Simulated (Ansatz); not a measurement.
# Ge: one change and its effect

System: Ge (Cmcm, 4 atoms in the cell).
Method of run A: DFT r2SCAN, scalar-relativistic, plane waves, PAW, no spin polarisation (Ansatz 0.2.0).

The structure derives from a Materials Project entry. Text and figures count atoms from 1; the logs count them from 0 in places.

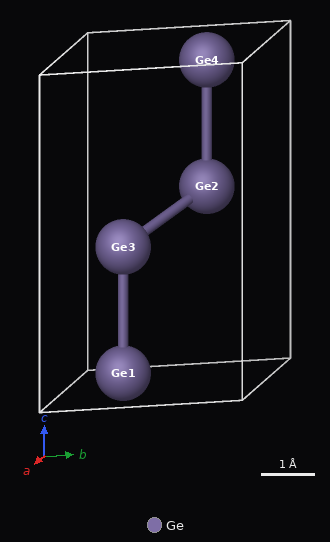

Fig. 1: The structure (ball-and-stick view of the cell of the calculation, seen slightly off an axis; atoms are numbered from 1 in the order of the input). An atom can appear more than once, as a periodic image.

## Input, run A
```yaml
crystal:
  lattice:
    - [3.9956487021, 0.0, 0.0]
    - [-1.9978243511, 3.5122382798, 0.0]
    - [0.0, 0.0, 6.602710985]
  atoms:
    - { symbol: Ge, position: [0.6666666667, 0.3333333333, 0.0629814343] }
    - { symbol: Ge, position: [0.3333333333, 0.6666666667, 0.5629814343] }
    - { symbol: Ge, position: [0.6666666667, 0.3333333333, 0.4370185657] }
    - { symbol: Ge, position: [0.3333333333, 0.6666666667, 0.9370185657] }
basis:
  ecutwfc: 500
kpoints:
  mp_grid: { grid: [12, 12, 6] }
hamiltonian:
  xc: r2scan
scf:
  occupations: { method: gaussian, width: 0.03 }
output:
  forces: true
  stress: true
  eigenvalues: true
```

Command:
```bash
ansatz run input.yaml --threads 1 --pin off --max-ram 2560MiB --backend cpu --events-out ev --progress --plain --runs-dir out
```

Hardware: 1 thread of Arm Neoverse V1, 24 GiB of memory available, shared host.

## Output, shortened to warnings, some set-up lines, iterations and results (run A)
```
Basis set: ecut = 500 eV, 2331 PW (Γ), exchange–correlation on 120×120×200 points (64 copies of the dense FFT grid, shifted against one another)
Symmetry: 8 space group operations
k-points: 172 of 864
Initial density: superposition of atomic densities (neutral atoms: chi_scale 0, normalization atom), corrected by the library's trained network
[...]
SCF iter   1: F=—  HF=-17211.529427 eV  |F-HF|=—  |Δ(HF+E_count)|=         —  Δρ=6.28e-3  dr2=1.20e-2  dr2_τ=8.40e-3  ethr=1.77e-3  ⟨swp⟩=6.3  Hψ=22556  notcnv=0
SCF iter   2: F=—  HF=-17211.545856 eV  |F-HF|=—  |Δ(HF+E_count)|=   1.64e-2  Δρ=1.70e-3  dr2=1.04e-3  dr2_τ=4.08e-5  ethr=2.14e-5  ⟨swp⟩=2.0  Hψ=12835  notcnv=0  defer=245
SCF iter   3: F=—  HF=-17211.546052 eV  |F-HF|=—  |Δ(HF+E_count)|=   1.96e-4  Δρ=1.15e-3  dr2=4.22e-4  dr2_τ=4.94e-6  ethr=1.86e-6  ⟨swp⟩=2.9  Hψ=11313  notcnv=0  defer=245
SCF iter   4: F=—  HF=-17211.546132 eV  |F-HF|=—  |Δ(HF+E_count)|=   8.02e-5  Δρ=5.54e-5  dr2=1.71e-6  dr2_τ=6.27e-8  ethr=7.53e-7  ⟨swp⟩=2.0  Hψ=6555  notcnv=0  defer=245
SCF iter   5: F=—  HF=-17211.546134 eV  |F-HF|=—  |Δ(HF+E_count)|=   1.29e-6  Δρ=1.55e-5  dr2=1.82e-7  dr2_τ=2.91e-9  ethr=3.06e-9  ⟨swp⟩=2.0  Hψ=10421  notcnv=0  defer=245
SCF iter   6: F=-17211.546134 eV  HF=-17211.546134 eV  |F-HF|=2.44e-9  |Δ(HF+E_count)|=   1.25e-7  Δρ=1.65e-6  dr2=2.69e-9  dr2_τ=9.62e-11  ethr=1.79e-10  ⟨swp⟩=8.7  Hψ=22266 …
SCF 1 converged in 6 iterations: F = -17211.546134 eV  dr2 = 2.69e-9
SCF converged after 6 iterations
Free energy (F): -17211.546134 eV
Harris-Foulkes:  -17211.546134 eV  (|F-HF|=2.44e-9)
Internal energy: -17211.546107 eV  (E = F + TS)
E sigma→0 (E₀):  -17211.546121 eV
Entropy (-TS):   -0.000027 eV (-0.007 meV/atom)
Fermi energy:    8.258807 eV
--- Per-component energies (eV) ---
  E_band       = -650.167314
  E_kinetic    = 443.153334
  E_local      = -9969.117446  (includes V_loc(G=0)·N_el)
  E_nonlocal   = 1679.669498
  E_hartree    = 4377.125402
  E_xc         = -275.923666
  E_vxc        = -270.964463  (∫ρ·V_xc dr)
  E_paw        = -8136.422001  (= ΣΔE_a)
  E_vpaw       = -1302.394963  (= ΣTr[D̂ρ^β])
  E_aug_tail   = 0.000061  (compensation charges beyond the density's cutoff)
  E_vtau       = 15.236956  (kinetic-family band-sum trace: ∫τ·v_τ [+ j·A + Jᵃ·Aᵃ] dr)
  E_ewald      = -5325.688225
  E_core_change = -4.343063  (= ΣΔE_core)
  E_smearing   = -0.000027  (= −TS)
  E_closure    = -0.000000  (closes the sum)
  Σ components = -17211.546134   (vs F -17211.546134, Δ=0.00e0)
--- Forces (eV/Å), atoms counted from 1 ---
  atom   1  Ge     0.00000000    -0.09588444    -0.06906699
  atom   2  Ge    -0.00000000     0.09588444    -0.06906699
  atom   3  Ge     0.00000000    -0.09588444     0.06906699
  atom   4  Ge    -0.00000000     0.09588444     0.06906699
  max |Σ_I F_I| component: 0.00e0 eV/Å
--- Stress (GPa, compression-positive) ---
       -0.386310       0.000000       0.000000
        0.000000      -2.477170       0.000000
        0.000000       0.000000      -0.137049
  P = ⅓ Tr σ = -1.0002 GPa (-10.002 kbar)
```

The input of run B differs as follows (lines with − go, lines with + come):
```diff
-    - [-1.9978243511, 3.5122382798, 0.0]
+    - [-1.9978243511, 3.391126615, 0.0]
```

What does this change do to the results?

With the same functional and potentials, run B lies 2.6 meV per atom higher. The gap on the mesh goes from 0.05 to 0.21 eV. The pressure goes from −1.00 to 1.55 GPa. The largest force goes from 0.118 to 0.194 eV/Å. The volume per atom goes from 23.17 to 22.37 Å³. The number of SCF iterations is the same. The plane waves at Γ go from 2331 to 2259.

## Output, shortened to warnings, some set-up lines, iterations and results (run B)
```
Basis set: ecut = 500 eV, 2259 PW (Γ), exchange–correlation on 120×120×200 points (64 copies of the dense FFT grid, shifted against one another)
Symmetry: 8 space group operations
k-points: 172 of 864
Initial density: superposition of atomic densities (neutral atoms: chi_scale 0, normalization atom), corrected by the library's trained network
[...]
SCF iter   1: F=—  HF=-17211.515025 eV  |F-HF|=—  |Δ(HF+E_count)|=         —  Δρ=6.68e-3  dr2=1.40e-2  dr2_τ=9.70e-3  ethr=1.77e-3  ⟨swp⟩=6.3  Hψ=22578  notcnv=0  defer=2
SCF iter   2: F=—  HF=-17211.535644 eV  |F-HF|=—  |Δ(HF+E_count)|=   2.06e-2  Δρ=1.66e-3  dr2=1.11e-3  dr2_τ=5.35e-5  ethr=2.50e-5  ⟨swp⟩=2.0  Hψ=12837  notcnv=0  defer=243
SCF iter   3: F=—  HF=-17211.535654 eV  |F-HF|=—  |Δ(HF+E_count)|=   1.06e-5  Δρ=1.22e-3  dr2=5.00e-4  dr2_τ=5.12e-6  ethr=1.98e-6  ⟨swp⟩=2.0  Hψ=9071  notcnv=0  defer=71
SCF iter   4: F=—  HF=-17211.535747 eV  |F-HF|=—  |Δ(HF+E_count)|=   9.26e-5  Δρ=6.38e-5  dr2=3.77e-6  dr2_τ=9.89e-8  ethr=8.93e-7  ⟨swp⟩=2.2  Hψ=7568  notcnv=0  defer=71
SCF iter   5: F=—  HF=-17211.535744 eV  |F-HF|=—  |Δ(HF+E_count)|=   2.86e-6  Δρ=2.07e-5  dr2=3.54e-7  dr2_τ=4.73e-9  ethr=6.73e-9  ⟨swp⟩=2.0  Hψ=10421  notcnv=0  defer=71
SCF iter   6: F=-17211.535744 eV  HF=-17211.535744 eV  |F-HF|=3.07e-9  |Δ(HF+E_count)|=   4.75e-8  Δρ=3.16e-6  dr2=9.70e-9  dr2_τ=1.07e-10  ethr=1.79e-10  ⟨swp⟩=6.5  Hψ=23174 …
SCF 1 converged in 6 iterations: F = -17211.535744 eV  dr2 = 9.70e-9
SCF converged after 6 iterations
Free energy (F): -17211.535744 eV
Harris-Foulkes:  -17211.535744 eV  (|F-HF|=3.07e-9)
Internal energy: -17211.535744 eV  (E = F + TS)
E sigma→0 (E₀):  -17211.535744 eV
Fermi energy:    8.867596 eV
--- Per-component energies (eV) ---
  E_band       = -627.604821
  E_kinetic    = 445.214721
  E_local      = -9867.771626  (includes V_loc(G=0)·N_el)
  E_nonlocal   = 1680.645524
  E_hartree    = 4337.434590
  E_xc         = -276.971623
  E_vxc        = -272.390569  (∫ρ·V_xc dr)
  E_paw        = -8136.971531  (= ΣΔE_a)
  E_vpaw       = -1303.436053  (= ΣTr[D̂ρ^β])
  E_aug_tail   = 0.000064  (compensation charges beyond the density's cutoff)
  E_vtau       = 15.260165  (kinetic-family band-sum trace: ∫τ·v_τ [+ j·A + Jᵃ·Aᵃ] dr)
  E_ewald      = -5388.772799
  E_core_change = -4.343063  (= ΣΔE_core)
  E_smearing   = -0.000000  (= −TS)
  E_closure    = 0.000000  (closes the sum)
  Σ components = -17211.535744   (vs F -17211.535744, Δ=0.00e0)
--- Forces (eV/Å), atoms counted from 1 ---
  atom   1  Ge    -0.00000000     0.16395619     0.10415471
  atom   2  Ge     0.00000000    -0.16395619     0.10415471
  atom   3  Ge    -0.00000000     0.16395619    -0.10415471
  atom   4  Ge     0.00000000    -0.16395619    -0.10415471
  max |Σ_I F_I| component: 8.33e-17 eV/Å
--- Stress (GPa, compression-positive) ---
        0.605251      -0.000000      -0.000000
       -0.000000       3.839966       0.000000
       -0.000000       0.000000       0.193387
  P = ⅓ Tr σ = 1.5462 GPa (15.462 kbar)
```

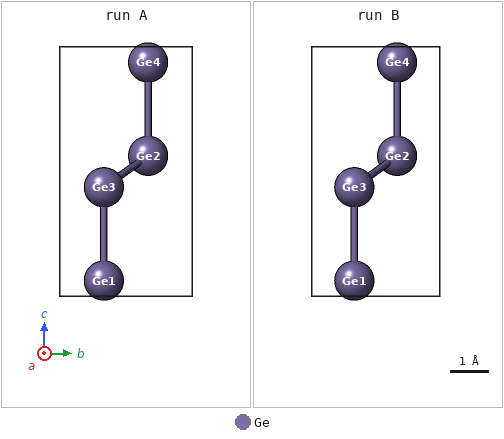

Fig. 2: The two input geometries at one scale (ball-and-stick view of the cell of the calculation, along the a axis). No atom moves by more than 0.005 Å relative to the cell. The drawn cell changes as follows: a stays at 3.996 Å, b 4.041 → 3.936 Å (−2.6 %), c stays at 6.603 Å, γ 119.6° → 120.5°; the volume changes by −3.4 %. Among the contacts that change: Ge1–Ge4 2.485 → 2.409 Å.

## The two runs side by side

| quantity | run A | run B |
| --- | --- | --- |
| outcome | converged | converged |
| free energy per atom (eV) | −4302.8865 | −4302.8839 |
| gap on the mesh (eV) | 0.05 | 0.21 |
| pressure (GPa) | −1.00 | 1.55 |
| volume per atom (Å³) | 23.17 | 22.37 |
| largest force (eV/Å) | 0.118 | 0.194 |
| SCF iterations | 6 | 6 |
| irreducible k-points | 172 | 172 |
| plane waves at Γ | 2331 | 2259 |
| wall time (shared host) | 63 s | 61 s |
